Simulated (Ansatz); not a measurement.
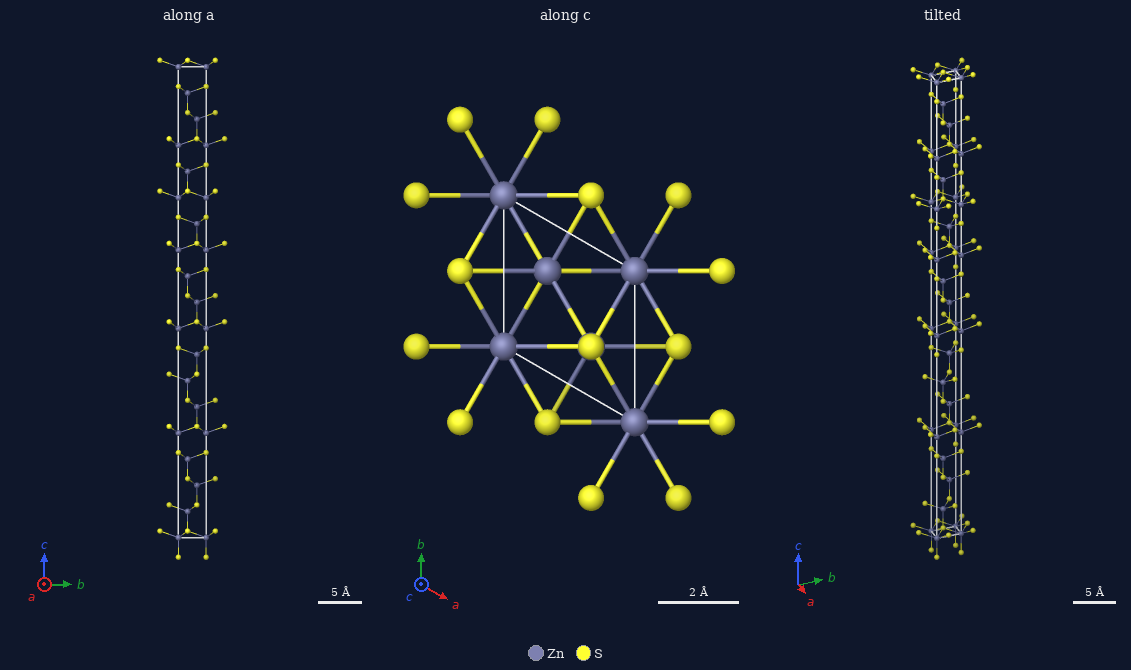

This ball-and-stick model is shown along the a axis, along the c axis and slightly off an axis. The frame is the conventional unit cell; atoms at its boundary are shown with their periodic copies. Some atoms of the next cells are drawn as well. Cell: a = 3.808 Å, b = 3.808 Å, c = 56.031 Å, α = 90.00°, β = 90.00°, γ = 120.00°.

Caption:

- The structure is one of ZnS.
- Its lattice is rhombohedral (trigonal R), its space group R3m (No. 160).
- Cell content 18 Zn, 18 S; Z = 18.
- Zn is surrounded by four S in a tetrahedral arrangement at about 2.3 Å. S is coordinated by four Zn in a tetrahedral arrangement at about 2.3 Å.
- The bonds build a three-dimensional framework.

Source of the structure: a structure listed in the Materials Project. Earlier steps of the study may have refined or changed the cell and positions. A calculation with Ansatz used it as input.
